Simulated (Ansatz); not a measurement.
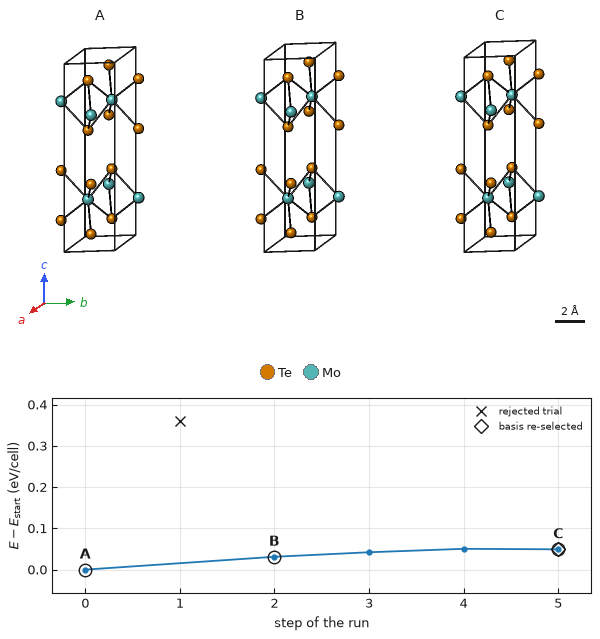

Frames of a relaxation of a crystal of Te₂Mo (set up in P-3m1), marked on the history of the run. The picture is a ball-and-stick view of the cell of the calculation, seen slightly off an axis.

Case: relaxed at -2 GPa.

Theory: DFT PBE+D3(BJ), scalar-relativistic, plane waves, PAW (Ansatz).

The input:
```yaml
crystal:
  lattice:
    - [3.5193089332, 0.0, 0.0]
    - [-1.7596544666, 3.0478109399, 0.0]
    - [0.0, 0.0, 13.789820599]
  atoms:
    - { symbol: Te, position: [0.3333333333, 0.6666666667, 0.1173612646] }
    - { symbol: Te, position: [0.6666666667, 0.3333333333, 0.617429195] }
    - { symbol: Te, position: [0.6666666667, 0.3333333333, 0.8826387354] }
    - { symbol: Te, position: [0.3333333333, 0.6666666667, 0.382570805] }
    - { symbol: Mo, position: [0.3333333333, 0.6666666667, 0.7500342659] }
    - { symbol: Mo, position: [0.6666666667, 0.3333333333, 0.2499657341] }
basis:
  ecutwfc: 420
kpoints:
  mp_grid: { grid: [12, 12, 2] }
hamiltonian:
  xc: pbe
  dispersion: d3bj
scf:
  occupations: { method: gaussian, width: 0.02 }
output:
  forces: true
  stress: true
  eigenvalues: true
relax:
  adjacent_minimum: "off"
  f_tol: 0.008
  max_steps: 50
  cell: { stress_tol: 0.08, p_target: -2.0 }
```

Command:
```bash
ansatz run input.yaml --threads 1 --pin off --max-ram 2560MiB --backend cpu --events-out ev --progress --plain --runs-dir out
```

> Describe the path.

Over 3 accepted moves (5 points after the start) the energy rises by 49.2 meV per cell of the calculation. With the target pressure of -2 GPa, the enthalpy E + pV changes by −32.1 meV per cell of the calculation. Largest force component: 0.25 eV/Å at the start, 0.00058 eV/Å at the end. Pressure: −1.93 GPa at the start and −2.00 GPa at the end. The line search rejected the trial step at point 1 of the run. The SCF was repeated once at an unchanged geometry on a basis and grid sized afresh for the cell, which shifted the energy by 1.2 meV per cell of the calculation at most. The largest moves relative to the cell, 0.081 Å, are those of Te1, Te2, Te3 and Te4. Te3 goes along −c. Mo stays in place. The drawn cell changes as follows: a = b 3.519 → 3.535 Å (+0.4 %), c 13.790 → 14.271 Å (+3.5 %); the volume changes by +4.4 %. Some distances before and after: Te1–Mo6 2.734 → 2.729 Å. The space group stays P6_3/mmc (No. 194). The run took 52 s on 1 thread of Intel(R) Xeon(R) 6975P-C (Granite Rapids), with other jobs on the host, peak memory 0.58 GiB. From step 0 to 2: Te atoms move most (0.06 Å), volume +3.3 %, energy +31.1 meV per cell of the calculation. From step 2 to 5: Te atoms move most (0.02 Å), volume +1.1 %, energy +18.1 meV per cell of the calculation.
